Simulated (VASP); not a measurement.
# S: what the fields show

```xyz
18
Lattice="10.7660 0.0000 0.0000 -5.3830 9.3236 0.0000 0.0000 0.0000 4.2250" Properties=species:S:1:pos:R:3 pbc="T T T"
S     1.2569    7.5910    0.2563
S     1.2569    1.3752    1.6646
S     6.6400    4.4831    3.0730
S    -1.8195    6.6167    0.2563
S     8.9465    0.4009    1.6646
S     3.5636    3.5088    3.0730
S     0.5625    4.4396    0.2563
S     5.9455    7.5475    1.6646
S     5.9456    1.3317    3.0730
S    -1.2570    4.8405    1.1520
S     4.1261    7.9484    2.5603
S     4.1261    1.7326    3.9687
S     1.8194    5.8149    1.1520
S    -3.5635    8.9227    2.5603
S     7.2025    2.7069    3.9687
S    -0.5626    7.9919    1.1520
S    -0.5625    1.7762    2.5603
S     4.8205    4.8840    3.9687
```

Space group R-3.

Level of theory: Kohn-Sham DFT of a periodic cell, PBE with D3(BJ), VASP PAW PBE potentials, recommended in VASP 6.6.1.

In a PAW calculation such maps are meaningful between the atoms, not at the nuclei.

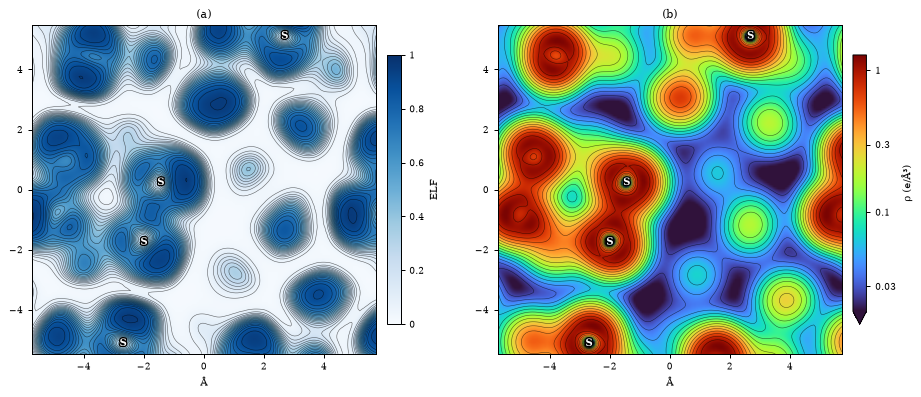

Figure 1. (a) electron localisation function; (b) valence electron density on the (101̄) plane of the conventional cell.

Question: Read the bonding off the picture.

Answer:
- The plane passes through S nuclei.
- Atoms just off the plane (S, 0.3 Å away) can leave unmarked features too.
- S–S (2.07 Å): ρ is about 1 e/Å³ halfway; the ELF peaks at about 0.80 between the atoms: a covalent bond.
- Between the atoms the lowest density in this plane is 0.01 e/Å³.
- The ELF also peaks beside S, away from the bonds: lone-pair regions.

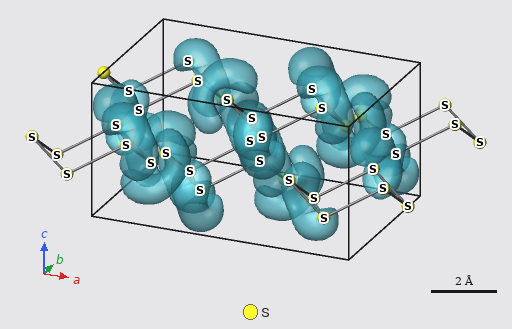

Figure 2. Isosurface of the electron localisation function at 0.85 (cyan), seen slightly off an axis. Core shells and regions of very low density are left out. Sticks mark near contacts.

Question: What do the ELF domains correspond to?

Answer: The surface consists of 18 lobes on S, pointing away from the bonds (lone pairs, which may merge into one lobe), counted in one cell of 18 atoms. Regions shared between cells count once.

Question: Does the calculation make it a metal, or give it a gap?

Answer: It is gapped, with a Kohn–Sham gap of 2.0 eV on the k-point mesh, an upper bound to the gap of this method.
